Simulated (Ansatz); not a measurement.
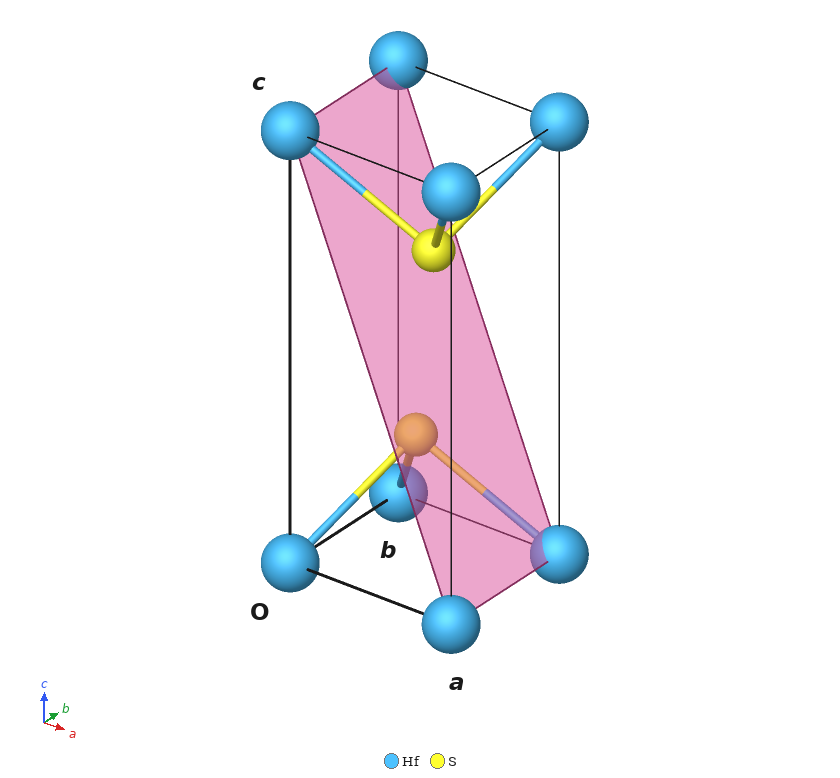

For HfS2, the input geometry of an electronic-structure calculation (not necessarily at equilibrium): every member of one family of equally spaced planes, hx + ky + lz = a whole number, that cuts the unit cell is shaded (one member passes through the origin O, touching the cell only at an edge or corner). Geometry calculated from the standardised cell; symmetry tolerance 0.002 Å.

a = 3.640 Å, b = 3.640 Å, c = 6.056 Å, α = 90.00°, β = 90.00°, γ = 120.00°.

Which (hkl) family is drawn?

Answer. (1 0 1), in four indices (1 0 −1 1); the opposite sign names the same planes. The member next to the origin meets the axes a at 1, b never, c at 1.

What is the spacing?

Answer. d = 2.796 Å.

Which atoms of the cell lie in these planes (within 0.03 Å)?

Answer. The Hf atom.
